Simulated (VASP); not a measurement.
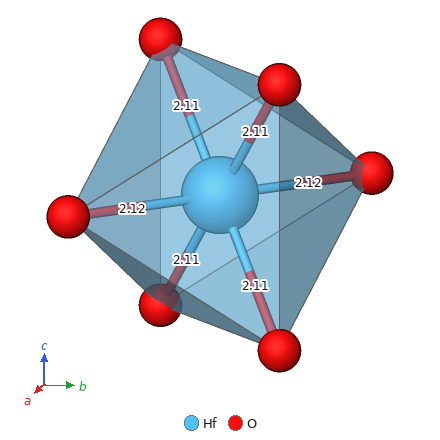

Coordination of Hf in HfO2 (P4_2/mnm); bond lengths in Å. Continuous shape measures are computed against ideal polyhedra (0 is ideal; above about 3 the distortion is strong). Origin: the geometry relaxed with VASP Kohn-Sham DFT of a periodic cell, BLYP, VASP PAW PBE potentials, recommended in VASP 6.6.1.

Q: What geometry does the central atom have?

A: HfO6: a slightly distorted octahedron (coordination number 6, S = 0.57; next best trigonal prism, S = 16.0).

Q: Does the central atom sit at the centroid of its ligands?

A: Yes, to within 0.01 Å; the site symmetry is mmm.
